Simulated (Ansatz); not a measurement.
A series of calculations on AlN

**1. Vibrations**

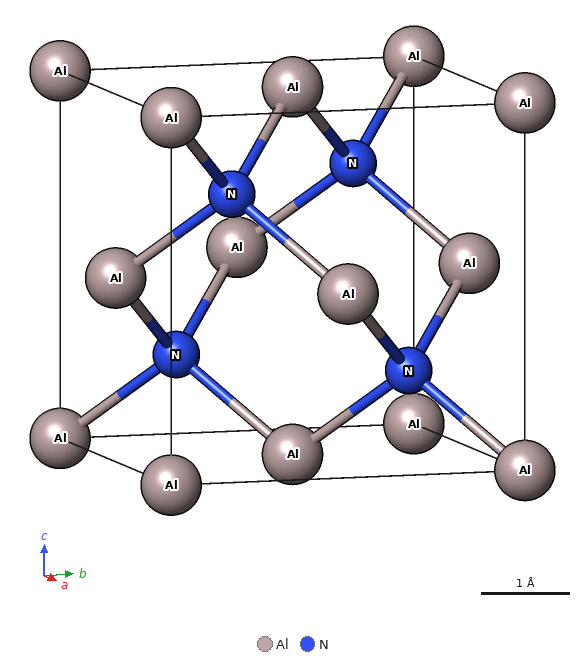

Phonons of solid AlN relaxed at 25 GPa, space group F-43m (No. 216), at the zone centre. The picture is a ball-and-stick view of the conventional cell (4 times the calculation's cell), seen slightly off an axis. Lengths and directions refer to the drawn axes.

These are results of DFT PBE, scalar-relativistic, plane waves, PAW in Ansatz, not measurements. Set-up: plane-wave cutoff 420 eV; k-point mesh 10 × 10 × 10; occupations fixed; target pressure 25 GPa; no spin polarisation.

Frequencies are those without the non-analytic (LO–TO) term.

> List the optical modes.

The calculation's cell holds 2 atoms, so there are 3 optical modes, in 1 level. The optical modes span T₂. No level is unstable.

```
level  symmetry  frequency (cm⁻¹)                    activity
    1        T₂               736  infrared- and Raman-active
```

The modes drawn as arrows (one member of each degenerate set):

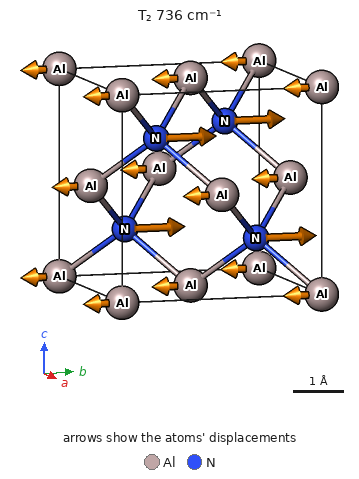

**2. One mode**

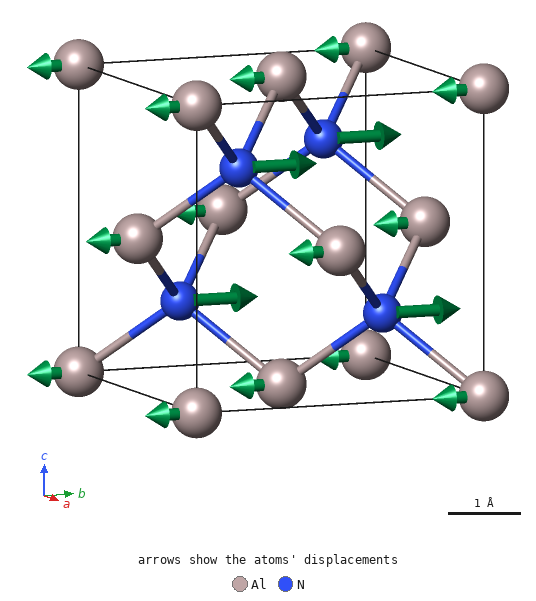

One vibrational mode of solid AlN relaxed at 1 GPa at the zone centre. The green arrows are the displacements of the atoms (eigenvector over the root of the mass), of arbitrary overall length and sign. A ball-and-stick model of the conventional cell (4 times the calculation's cell), seen slightly off an axis. Lengths and directions refer to the drawn axes.

These are results of DFT LDA, scalar-relativistic, plane waves, PAW in Ansatz, not measurements.

Input file:
```yaml
crystal:
  lattice:
    - [0.0, 2.1677231963, 2.1677231963]
    - [2.1677231963, 0.0, 2.1677231963]
    - [2.1677231963, 2.1677231963, 0.0]
  atoms:
    - { symbol: Al, position: [0.0, 0.0, 0.0] }
    - { symbol: "N", position: [0.75, 0.75, 0.75] }
basis:
  ecutwfc: 420
kpoints:
  mp_grid: { grid: [10, 10, 10] }
hamiltonian:
  xc: lda
scf:
  occupations: { method: fixed }
output:
  eigenvalues: true
phonons:
  method: dfpt
  dielectric: true
  rigid_motions: translations
  eigenvectors: true
```

Command:
```bash
ansatz run input.yaml --threads 1 --pin off --max-ram 3072MiB --backend cpu --events-out ev --progress --plain --runs-dir out
```

Frequencies are those without the non-analytic (LO–TO) term.

Describe the mode and give its frequency.

Answer. This is the T₂ mode (triply degenerate; one member of the set is drawn) at 82.9 meV, the only optical level, infrared- and Raman-active by symmetry. The N sublattice moves against the Al sublattice, along b; the kinetic energy is shared as N 66 %, Al 34 %. Its infrared intensity is 49 (D/Å)²/amu for the set. The value is the transverse one; the longitudinal partner lies at 906 cm⁻¹.

**3. Softest mode**

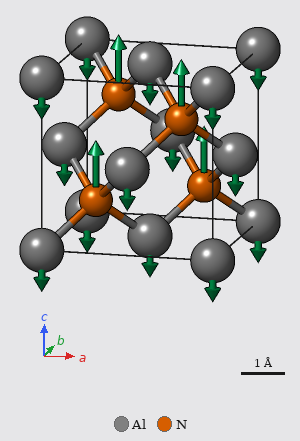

The lowest optical mode of crystalline AlN relaxed at 25 GPa, space group F-43m (No. 216), at the zone centre. Displacements are drawn as green arrows; their common scale and sign are arbitrary. The picture is a ball-and-stick view of the conventional cell (4 times the calculation's cell), seen slightly off an axis. Lengths and directions refer to the drawn axes.

All numbers below come from Ansatz, DFT LDA, scalar-relativistic, plane waves, PAW. Set-up: plane-wave cutoff 420 eV; k-point mesh 10 × 10 × 10; occupations fixed; target pressure 25 GPa; no spin polarisation.

Frequencies are those without the non-analytic (LO–TO) term.

Is this crystal at a minimum with respect to the drawn distortion?

Answer. Yes: this softest mode has a real frequency, and so have all others here. That speaks for this wave vector alone: the rest of the zone wasn't checked in this run. This is the T₂ mode (triply degenerate; one member of the set is drawn) at 22.8 THz, the only optical level, infrared- and Raman-active by symmetry. The N sublattice moves against the Al sublattice, along c; the kinetic energy is shared as N 66 %, Al 34 %. Its infrared intensity is 48 (D/Å)²/amu for the set. The value is the transverse one; the longitudinal partner lies at 1000 cm⁻¹.
